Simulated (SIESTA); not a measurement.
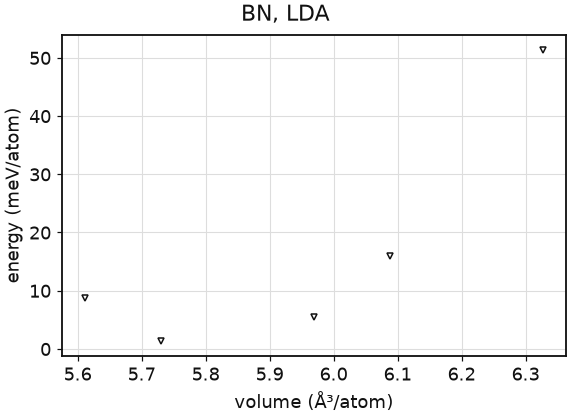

Plotted: energy against volume for BN, space group P6_3mc (No. 186).

Cell as given: a = 2.554 Å, b = 2.554 Å, c = 4.227 Å, α = 90.00°, β = 90.00°, γ = 120.00°; 4 atoms.

Calculation (SIESTA 5.4.2): DFT in numerical atomic orbitals with pseudopotentials, no spin polarisation; energies at scaled volumes of the given cell, shape and fractions fixed, counted from the fit's minimum, third-order Birch-Murnaghan fit. Level: LDA.

- k mesh: 12×12×6
- occupations: Fermi–Dirac
- smearing width: 0.05 eV
- potentials: PseudoDojo 0.4 standard, converted to PSML, two zetas on semicore shells
- program settings: basis DZP, mesh cutoff 800 Ry

The points at volume 5.8497 Å³/atom and 6.2079 Å³/atom are left out of the plot. What values does the calculation give there?

```
volume (Å³/atom)  energy (meV/atom)
          5.8497               0.39
          6.2079              31.42
```

Limits of the calculation: mulliken charges of long orbitals; shape and atomic fractions are frozen while scaling, which makes layered, chain and framework solids too stiff.
